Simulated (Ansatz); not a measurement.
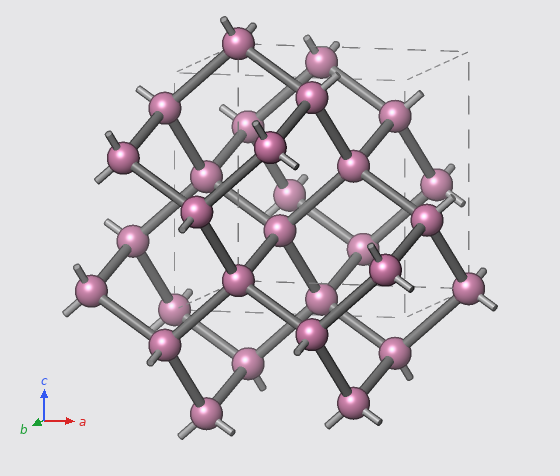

A cut-out of a periodic net derived from a crystal structure. Nodes are coloured by topological kind. Short stubs are edges that leave the cut-out.

Question: Classify the net: periodicity, connectivity, name.

Answer: A uninodal 4-connected, three-periodic net. It is the dia net, known from diamond, zinc blende and cristobalite.

Question: Give point symbol and coordination sequence.

Answer: 6^6, sequence 4, 12, 24, 42.

Origin of the net. SiC (space group F-43m, No. 216). Coordinates: coordinates from a relaxation with Ansatz, DFT PBE, scalar-relativistic, plane waves, PAW. Bonds are taken as C–Si below 2.1 Å. Atoms with one bond or none are removed and atoms with two bonds are replaced by edges, until no such atom is left. Si and C are 4-connected nodes.
